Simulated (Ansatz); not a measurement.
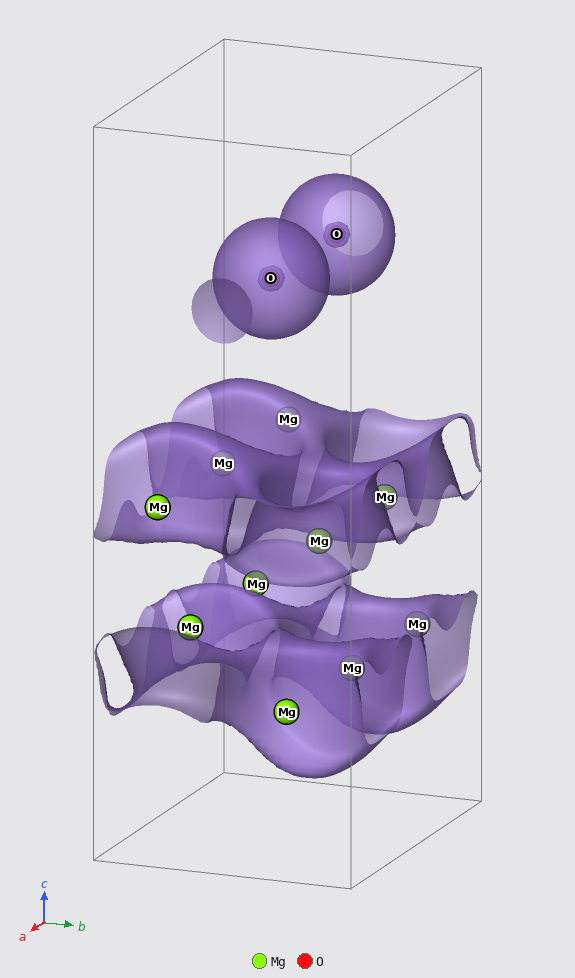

*Mg4O (slab). Isosurface of the electron localisation function at 0.6 (purple), seen slightly off an axis. Only the valence region is drawn (cores and ρ < 0.01 e/Å³ removed).*

Not relaxed (largest force 0.5 eV/Å).

The calculation used DFT LDA, scalar-relativistic, plane waves, PAW (Ansatz 0.2.0).

Core electrons are frozen (PAW), and the valence fields are smoothed inside the atomic spheres.

Q: Where are the electrons localised?

A: At this value the surface marks out one region wrapped around O (its valence shell) and sheets that run through the cell in two directions, counted in one cell of 5 atoms. Counts are for one cell; the picture repeats the cell along the surface.

Values along the shortest contacts:
Mg–Mg (3.07 Å): the ELF peaks at about 0.70 between the atoms. O–O (3.15 Å): the ELF is about 0.05 at the midpoint: no localised pair shows between them.
